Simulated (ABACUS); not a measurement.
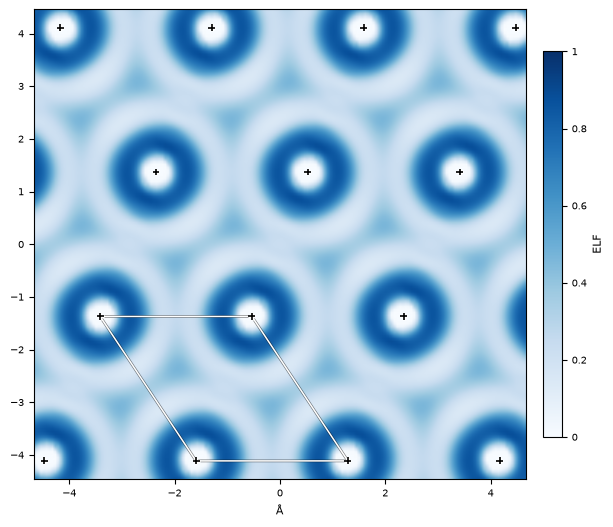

The ELF on a plane through atoms (crosses mark nuclei in the plane).

Computed with Kohn-Sham DFT of a periodic cell, PBEsol, PseudoDojo NC SR 0.4.1 PBEsol standard in ABACUS 3.10.1.

Candidates:
A. MgO, a = 4.19 Å, b = 4.19 Å, c = 4.19 Å, α = 90.00°, β = 90.00°, γ = 90.00°. Space group Fm-3m; a structure from a database of computed crystals, not necessarily the ambient phase; computed pressure about 2 GPa in this cell.
B. Nb, a = 2.83 Å, b = 2.88 Å, c = 2.88 Å, α = 109.67°, β = 107.51°, γ = 109.60°. Space group P-1; changed on purpose from its base cell (cell strained at random at fixed volume); computed pressure about −8 GPa in this cell.
C. HfO2, a = 3.56 Å, b = 3.56 Å, c = 5.17 Å, α = 90.00°, β = 90.00°, γ = 90.00°. Space group P1; a structure from a database of computed crystals, not necessarily the ambient phase; changed on purpose from its base cell (atoms moved at random by about 0.05 A); not relaxed (largest force 1.5 eV/Å).

Question: Which system is this?

Answer: Candidate B: Nb on the (11̄0) plane of the conventional cell, which holds Nb. Nb–Nb (2.88 Å): the ELF is about 0.25 at the midpoint; no localised pair shows between them. Nb–Nb (2.94 Å): the ELF is about 0.25 at the midpoint (no localised pair shows between them).
